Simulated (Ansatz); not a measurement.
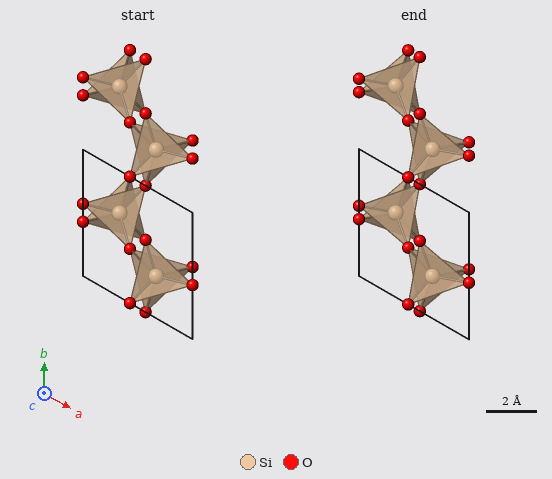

The structure of crystalline SiO2 (set up in P6_322) before (left) and after (right) a relaxation, at one scale.

A polyhedral model of the cell of the calculation, repeated 1 × 2 × 1 with one cell outlined, seen along the c axis.

Case: volume × 1.06, shape and atoms relaxed.

Theory: DFT r2SCAN, scalar-relativistic, plane waves, PAW (Ansatz 0.2.0). Settings: plane-wave cutoff 500 eV; k-point mesh 6 × 6 × 4; occupations gaussian; smearing width 0.02 eV; no spin polarisation; cell relaxed at fixed volume; force threshold 0.01 eV/Å; at most 30 steps.

Q: What changed between the two?

A: The largest moves relative to the cell, 0.097 Å, are those of O atoms. By element the largest moves are O 0.097 Å, Si 0.001 Å. The drawn cell changes at constant volume: a = b 5.158 → 5.180 Å (+0.4 %), c 8.656 → 8.583 Å (−0.8 %). Some distances before and after: O–Si 1.627 → 1.612 Å. Bond angles that change, for instance: Si–O–Si 153.8° → 160.5°. The space group stays P6_322 (No. 182). The energy falls by 5.4 meV per atom in 3 accepted moves (5 points after the start). Largest force component: 0.24 eV/Å at the start, 0.0059 eV/Å at the end. The pressure goes from −5.28 to −1.88 GPa. The line search rejected the trial step at point 2 of the run. The SCF was repeated once at an unchanged geometry on a basis and grid sized afresh for the cell, which shifted the energy by less than 0.05 meV per atom at most.
